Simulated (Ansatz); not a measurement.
Cell and atoms:

```yaml
crystal:
  lattice:
    - [3.15432, 0.00000, 0.00000]
    - [-1.57716, 2.73172, 0.00000]
    - [0.00000, 0.00000, 18.81071]
  atoms:
    - { symbol: W, position: [0.66667, 0.33333, 0.50000] }
    - { symbol: W, position: [0.33333, 0.66667, 0.82298] }
    - { symbol: W, position: [0.33333, 0.66667, 0.17702] }
    - { symbol: S, position: [0.66667, 0.33333, 0.90671] }
    - { symbol: S, position: [0.66667, 0.33333, 0.26076] }
    - { symbol: S, position: [0.33333, 0.66667, 0.58371] }
    - { symbol: S, position: [0.66667, 0.33333, 0.73924] }
    - { symbol: S, position: [0.66667, 0.33333, 0.09329] }
    - { symbol: S, position: [0.33333, 0.66667, 0.41629] }
```

Question: What crystal do these data define?

Answer: The material is WS2. The atoms follow space group P-6m2 (No. 187); the Bravais lattice is primitive hexagonal. There are 9 atoms in the cell: 3 W, 6 S. The polyhedra are WS6 trigonal prisms; they share edges. About every W there are six S in a trigonal prismatic arrangement at 2.41 Å. Each S atom is coordinated by three W in a trigonal pyramidal arrangement at 2.41 Å. Not all metal-metal contacts are counted. The bonds build WS2 layers parallel to (001).

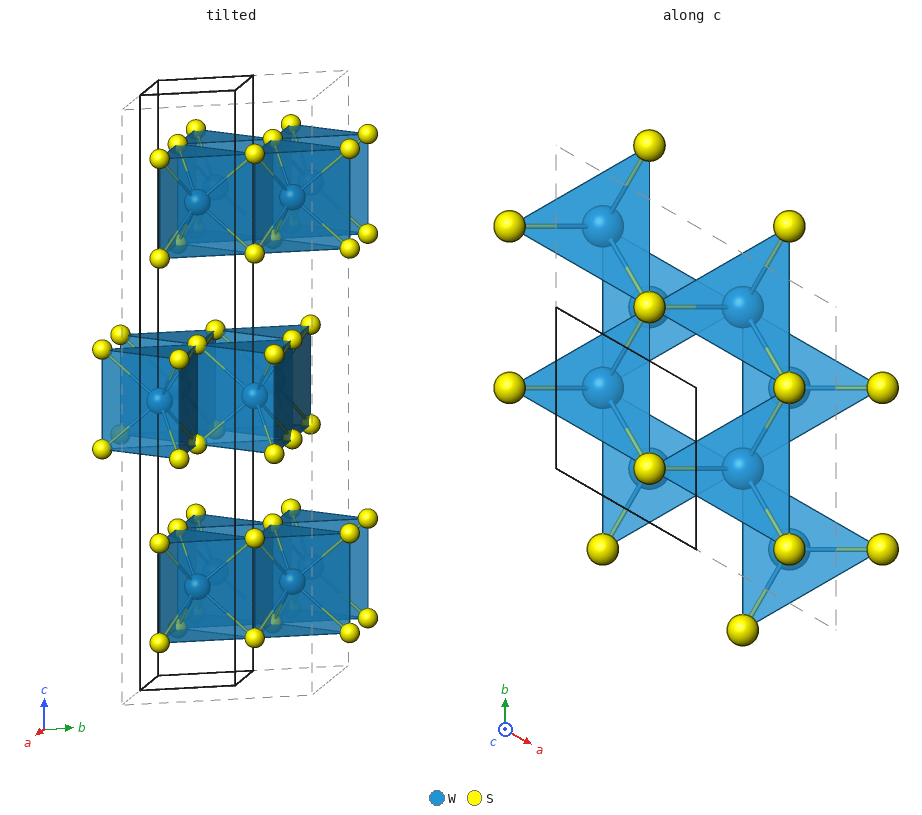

An orthographic polyhedral view of the structure, slightly off an axis and along the c axis. Shown are 2×2×1 repeats of the conventional unit cell, one of them outlined in solid lines. Some neighbours outside the box are added.

Its origin is a structure listed in the Materials Project. Relaxation method: Ansatz 0.2.0, DFT PBE+D3(BJ), scalar-relativistic, plane waves, PAW.
